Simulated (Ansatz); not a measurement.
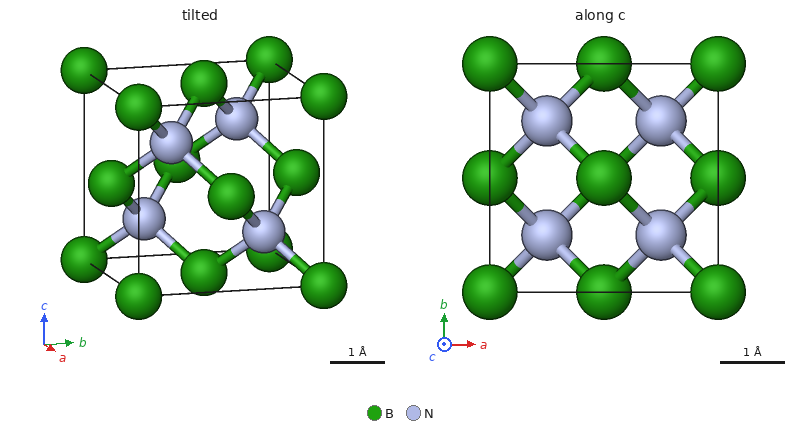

View slightly off an axis and along the c axis, drawn as a ball-and-stick model. The parallelepiped is the conventional unit cell. Cell: a = 3.588 Å, b = 3.588 Å, c = 3.588 Å, α = 90.00°, β = 90.00°, γ = 90.00°.

Characterise what is shown.

The solid is BN. The lattice is face-centred cubic and the space group F-43m (No. 216). Prototype: zinc blende (sphalerite type). The cell has 8 atoms, namely 4 B, 4 N. Around each B lie four N in a tetrahedral arrangement at about 1.6 Å. Each N is bonded to four B in a tetrahedral arrangement at about 1.6 Å. The bonds build a three-dimensional framework.

The structure was taken from a structure listed in the Materials Project. The cell was then strained or its atoms displaced on purpose. It was the input of a calculation with Ansatz.

At this level of theory the cell isn't at rest (compressed, at 6 GPa), so its distances can differ from those at equilibrium, the more so the softer the solid.
